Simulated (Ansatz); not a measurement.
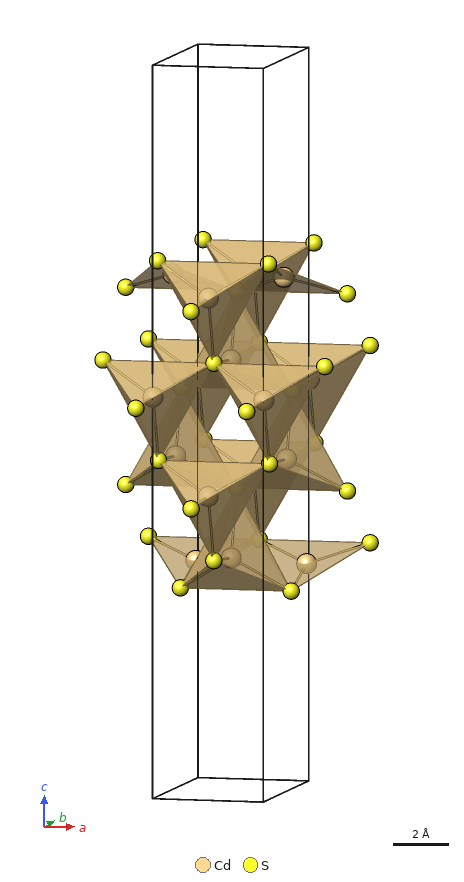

Shown here is a polyhedral view of the crystal, taken from the side at a slight tilt. The simulation cell is outlined; an atom on or near a face, edge or corner is repeated at each equivalent position. Some atoms of the next cells are drawn as well.

CdS, a = 4.20 Å, b = 6.83 Å, c = 27.12 Å, α = 90.00°, β = 90.00°, γ = 90.00°.

Electronic-structure method: DFT PBE, scalar-relativistic, plane waves, PAW in Ansatz 0.2.0. Parameters: a kinetic-energy cutoff of 420 eV, a 6×4×1 k-point mesh, Gaussian smearing of 0.05 eV, no spin polarisation.

What is the band gap, if any?

A semiconductor at this level, with a gap of 1.36 eV on the k-mesh (the true edges may lie between mesh points, so the gap can be somewhat smaller).

The structure was taken from a structure listed in the Materials Project, from which a slab was cut. The atoms were relaxed in a fixed cell with DFT PBE, scalar-relativistic, plane waves, PAW in Ansatz.
